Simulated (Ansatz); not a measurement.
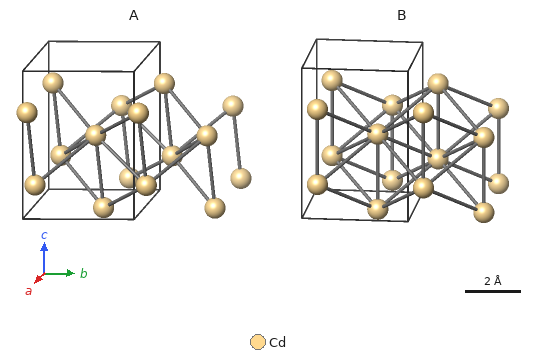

Two geometries of crystalline Cd (built on the alpha-gallium_64 type), drawn at one scale. One is the start of a relaxation, the other its converged end. The picture is a ball-and-stick view of the cell of the calculation, repeated 2 × 2 × 1 with one cell outlined, seen slightly off an axis.

All numbers below come from DFT r2SCAN, scalar-relativistic, plane waves, PAW (Ansatz 0.2.0). (plane-wave cutoff 500 eV; k-point mesh 12 × 12 × 8; occupations gaussian; smearing width 0.1 eV; no spin polarisation; cell and atoms relaxed; force threshold 0.01 eV/Å; at most 80 steps)

Q: Which geometry has the lower energy?

A: Structure B is the relaxed one. Case: alpha-gallium type (Cmce, No. 64). After 10 accepted moves (13 points after the start) the energy has fallen by 24.1 meV per atom. The largest force component goes from 0.016 to under 0.0001 eV/Å. The pressure goes from 0.28 to −0.02 GPa. The line search rejected the trial step at point 6 of the run. At 2 points the geometry stayed and the basis and grid were re-selected for the new cell (energy shift of 0.2 meV per atom at most each time). The largest moves relative to the cell, 0.16 Å, are those of Cd atoms. The drawn cell changes as follows: a = b 4.116 → 3.946 Å (−4.1 %), c 5.684 → 5.771 Å (+1.5 %), γ 102.5° → 91.4°; the volume changes by −4.5 %. Some distances before and after: Cd–Cd 3.849 → 3.171 Å, Cd–Cd 3.514 → 3.170 Å, Cd–Cd 2.946 → 3.111 Å, Cd–Cd 2.866 → 2.885 Å. The space group (tolerance 0.01 Å) goes from Cmce (No. 64) to Fmmm (No. 69).
